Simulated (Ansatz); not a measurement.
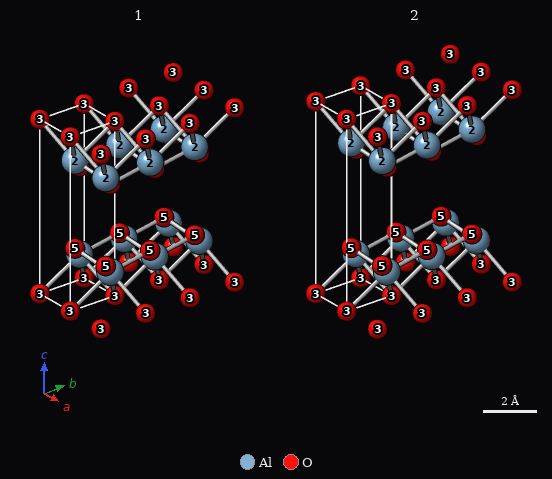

Two geometries of a crystal of Al$_{2}$O$_{3}$ (built on the A-type La2O3 type), drawn at one scale. One is the start of a relaxation, the other its converged end. Style: ball-and-stick. Shown: the cell of the calculation, repeated 2 × 3 × 1 with one cell outlined, slightly off an axis.

These are results of Ansatz 0.2.0, DFT, r2SCAN, plane waves, PAW, not measurements. Set-up: plane-wave cutoff 500 eV; k-point mesh 12 × 12 × 4; occupations fermi dirac; smearing width 0.02 eV; no spin polarisation; cell and atoms relaxed; force threshold 0.005 eV/Å.

Which of the two is the end point?

Structure 1 is the relaxed one. The largest moves relative to the cell, 0.16 Å, are those of O atoms. Largest moves by element: O 0.16 Å, Al 0.11 Å. The volume changes by −10.8 %, with a = b 2.888 → 2.864 Å (−0.8 %), c 7.530 → 6.833 Å (−9.3 %). Among the contacts that change: Al–O 2.162 → 2.142 Å, Al–O 1.801 → 1.783 Å. The space group stays P-3m1 (No. 164). Over 6 accepted moves (7 points after the start) the energy falls by 10.4 meV per atom. Largest force component: 0.42 eV/Å at the start, 0.002 eV/Å at the end. Pressure: −5.76 GPa at the start and 0.03 GPa at the end. At 1 point the geometry stayed and the basis and grid were re-selected for the new cell (energy shift of 0.6 meV per atom at most each time).

Limits of the set-up: layers or molecules are held without a dispersion correction, so their spacing is unreliable.
